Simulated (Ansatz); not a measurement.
Consider this structure.

```yaml
crystal:
  lattice:
    - [8.96540, 0.00000, 0.00000]
    - [0.00000, 8.96540, 0.00000]
    - [0.00000, 0.00000, 5.23854]
  atoms:
    - { symbol: Si, position: [0.67687, 0.67687, 0.50000] }
    - { symbol: Si, position: [0.17687, 0.82313, 0.00000] }
    - { symbol: Si, position: [0.32313, 0.67687, 0.50000] }
    - { symbol: Si, position: [0.82313, 0.82313, 0.00000] }
    - { symbol: O, position: [0.75000, 0.75000, 0.75000] }
    - { symbol: O, position: [0.25000, 0.75000, 0.25000] }
    - { symbol: O, position: [0.25000, 0.75000, 0.75000] }
    - { symbol: O, position: [0.75000, 0.75000, 0.25000] }
    - { symbol: O, position: [0.70830, 0.50000, 0.50000] }
    - { symbol: O, position: [0.00000, 0.79170, 0.00000] }
    - { symbol: O, position: [0.00000, 0.20830, 0.00000] }
    - { symbol: O, position: [0.29170, 0.50000, 0.50000] }
    - { symbol: Si, position: [0.17687, 0.17687, 0.00000] }
    - { symbol: Si, position: [0.67687, 0.32313, 0.50000] }
    - { symbol: Si, position: [0.82313, 0.17687, 0.00000] }
    - { symbol: Si, position: [0.32313, 0.32313, 0.50000] }
    - { symbol: O, position: [0.25000, 0.25000, 0.25000] }
    - { symbol: O, position: [0.75000, 0.25000, 0.75000] }
    - { symbol: O, position: [0.75000, 0.25000, 0.25000] }
    - { symbol: O, position: [0.25000, 0.25000, 0.75000] }
    - { symbol: O, position: [0.20830, 0.00000, 0.00000] }
    - { symbol: O, position: [0.50000, 0.29170, 0.50000] }
    - { symbol: O, position: [0.50000, 0.70830, 0.50000] }
    - { symbol: O, position: [0.79170, 0.00000, 0.00000] }
```

Interpret the file: composition, symmetry and coordination.

Answer. The material is SiO₂. The lattice is body-centred tetragonal and the space group I4/mmm (No. 139). The cell comprises 8 formula units: 8 Si, 16 O. The coordination shell of Si holds four O in a tetrahedral arrangement at 1.60 to 1.61 Å. Each O has two Si at 1.60 to 1.61 Å. The bonds build a three-dimensional framework.

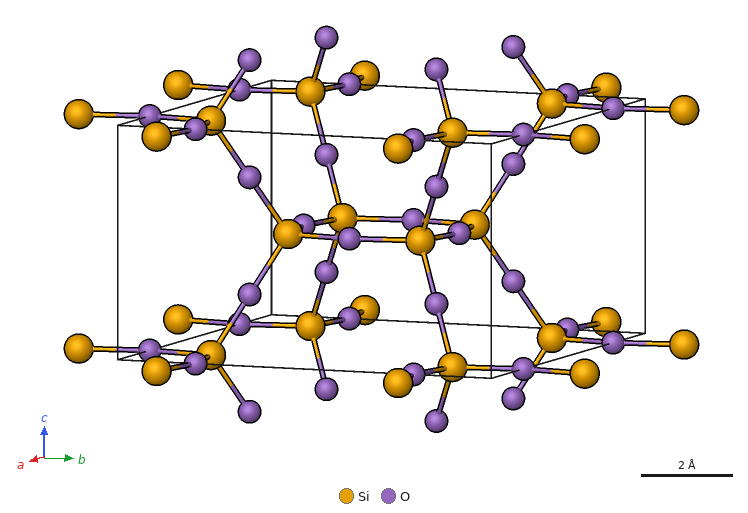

Crystal structure, ball-and-stick style, seen slightly off an axis. The conventional unit cell is outlined; an atom on or near a face, edge or corner is repeated at each equivalent position. Bonded atoms from the next cells complete the picture.

It goes back to a structure listed in the Materials Project. Earlier steps of the study, as a rule a relaxation of our own, may have changed the cell and positions, so they can lie some per cent off the listed ones. An electronic-structure calculation with Ansatz was run on it.
